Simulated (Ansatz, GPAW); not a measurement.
# Zr3ScN (model structure): optical spectrum from first principles, part 3 of 3

Aim: the dielectric function of Zr3ScN (model structure), and the optical constants that follow from it. The structure is a model built here, which may or may not match a known phase. It was built so: All Al replaced by Sc and Ti replaced by Zr in the Pm-3m structure of Ti3AlN. The cell is first relaxed with Ansatz.

GPAW 26.7.0; DFT, LDA, plane-wave PAW (GPAW data sets), scalar-relativistic, RPA, optical limit.

So far. Step 3 (Ground state): There are states at the Fermi level within the smearing, so the occupations stay smeared and the carriers get a Drude term.

## Step 5: Dielectric function, RPA (continued)

Values under 1 per cm are given as 1; sum at mesh points, not converged in k. Absorption coefficient, E ∥ x against photon energy:

```csv
photon energy (eV),"absorption coefficient, E ∥ x (1/cm)"
1.01,4.8e5
1.99,6.2e5
3.02,1.0e6
3.98,1.0e6
4.98,1.1e6
6.02,1.1e6
6.99,1.1e6
8.03,1.3e6
9.02,1.3e6
10.03,1.5e6
11.03,1.4e6
12.02,1.3e6
13.00,1.6e6
14.04,1.3e6
14.96,1.3e6
```

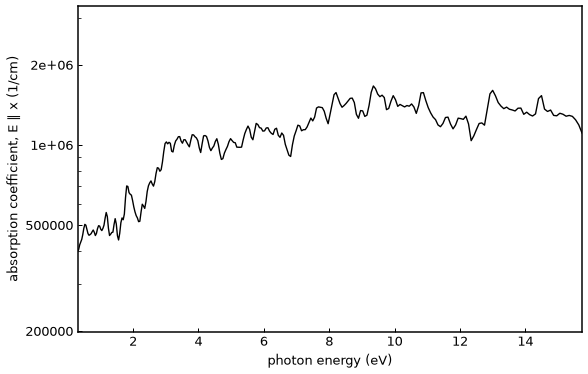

Absorption coefficient, E ∥ x against photon energy.

The loss function −Im 1/ε at q → 0, E ∥ x has structure finer than the step of the table below, so its rows give means over 0.5 eV, whole bins alone (the curve runs from 0.305 to 15.7 eV). Peaks (eV: height): 12.34: 0.842, 14.22: 0.776.

Sum at mesh points, not converged in k. Table of loss function −Im 1/ε at q → 0, E ∥ x by energy loss; means over each step:

```csv
energy loss (eV),"loss function −Im 1/ε at q → 0, E ∥ x"
1.0,0.0273
1.5,0.0500
2.0,0.0620
2.5,0.0601
3.0,0.0591
3.5,0.0748
4.0,0.0969
4.5,0.138
5.0,0.154
5.5,0.157
6.0,0.177
6.5,0.233
7.0,0.227
7.5,0.204
8.0,0.212
8.5,0.227
9.0,0.291
9.5,0.250
10.0,0.324
10.5,0.379
11.0,0.404
11.5,0.587
12.0,0.610
12.5,0.677
13.0,0.496
13.5,0.641
14.0,0.726
14.5,0.707
15.0,0.877
```

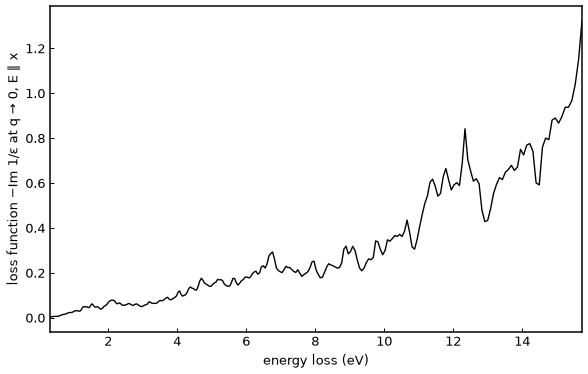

Loss function −Im 1/ε at q → 0, E ∥ x against energy loss.

The Im ε, E ∥ x has structure finer than the step of the table below, so its rows give means over 1 eV, whole bins alone (the curve runs from 0.305 to 15.7 eV). Peaks (eV: height): without local fields 1.4: 22.8, 1.8: 26.1, 2.9: 19.9; with local fields 1.8: 25.4, 2.9: 19.6.

Sum at mesh points, not converged in k. The Im ε, E ∥ x by photon energy; means over each step:

```csv
photon energy (eV),without local fields,with local fields
1,33.2,33.0
2,17.7,17.1
3,15.8,15.7
4,8.42,8.57
5,6.15,6.13
6,5.02,5.01
7,4.26,4.28
8,4.26,4.29
9,3.31,3.22
10,2.27,2.28
11,1.59,1.65
12,1.43,1.43
13,1.62,1.62
14,1.24,1.24
15,0.879,0.909
```

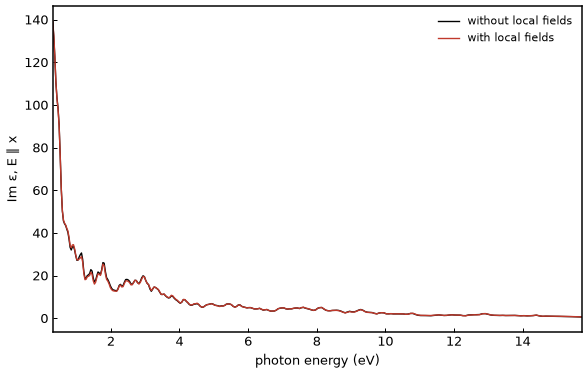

Im ε, E ∥ x, plotted against photon energy.

The reflectivity at normal incidence, E ∥ x has structure finer than the step of the table below, so its rows give means over 0.5 eV, whole bins alone (the curve runs from 0.305 to 15.7 eV). Peaks (eV: height): 1.84: 60.8, 3.43: 57.1, 7.79: 38.8, 8.21: 43.8, 9.68: 45.1, 10.03: 43.3, 10.95: 46.0.

Sum at mesh points, not converged in k. The reflectivity at normal incidence, E ∥ x by photon energy; means over each step:

```csv
photon energy (eV),"reflectivity at normal incidence, E ∥ x (%)"
1.0,70.1
1.5,55.2
2.0,52.3
2.5,48.4
3.0,53.6
3.5,54.3
4.0,51.7
4.5,45.6
5.0,40.2
5.5,39.9
6.0,41.2
6.5,36.0
7.0,30.5
7.5,34.5
8.0,37.0
8.5,40.4
9.0,34.7
9.5,42.3
10.0,38.9
10.5,36.4
11.0,41.2
11.5,30.6
12.0,27.6
12.5,21.5
13.0,29.3
13.5,29.8
14.0,28.4
14.5,31.2
15.0,31.1
```

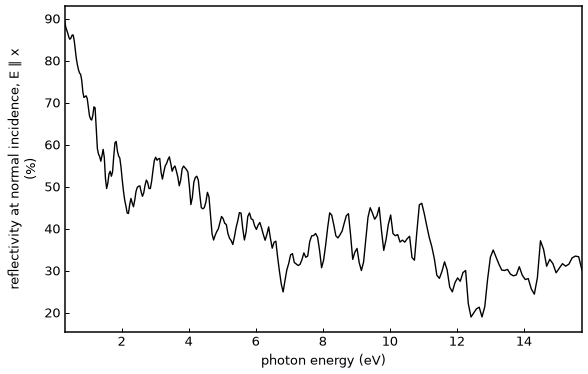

Reflectivity at normal incidence, E ∥ x against photon energy.

At chosen wavelengths:

```csv
wavelength (nm),n,k,R (%),1/α
1550,3.05,5.851,75.9,21 nm
800,2.97,2.821,50.0,23 nm
633,2.42,3.225,56.2,16 nm
532,2.96,2.482,45.8,17 nm
405,2.50,3.262,56.3,9.9 nm
365,2.10,3.123,56.6,9.3 nm
248,1.54,2.073,42.7,9.5 nm
```

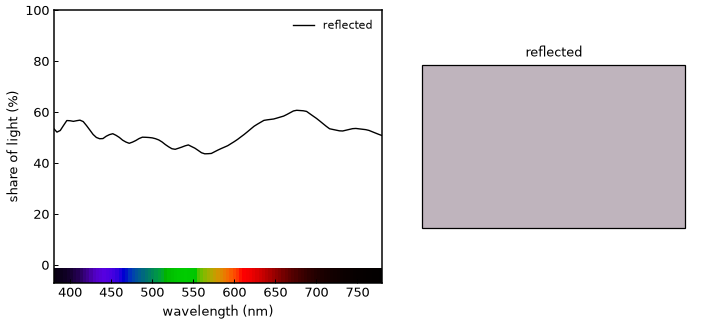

Light reflected across the visible range, with the colour that it makes of daylight (sRGB).

A polished face would reflect 47 % of daylight and look faintly violet (CIE x = 0.315, y = 0.318 under D65).

## Step 6: Summary of results

At this level (LDA, RPA) Zr3ScN is a metal. The mesh is too coarse to trust the carriers' weight, the reflectivity or the colour to better than tens of per cent. The cell shrank by 9.9 % in volume. A polished face would reflect 47 % of daylight and look faintly violet (CIE x = 0.315, y = 0.318 under D65). The carriers' damping of 0.05 eV is typed, not computed; it shapes the response at the lowest energies. The curves end at 16 eV, about where the summed bands run out. In this version of GPAW the matrix elements of the optical limit are incomplete, which can lower ε − 1 by up to a tenth where first-row anions or d states rule, and shift it by more in d metals. GPAW's carrier term has the form −ωp²/(ω + i·rate)², which damps like twice the rate and fails at low energy, so the curves leave the lowest energies out. The sum runs over mesh points 0.18 Å⁻¹ apart with no interpolation, so peaks are partly noise of the mesh, and the Drude plasma energy, a sum over the Fermi surface, isn't converged.

[Machine, clock and banner lines and Python warnings are left out of the logs.]

[Logs are printed without paths, hosts, clocks, repeated set-up lines and the standing remarks that a program may print on its own settings, such as how far it seeks lower states.]

[Hosts, paths, dates, database ids (printed as entryN), source tags and the programs' standing remarks are cut or masked in the printed files.]
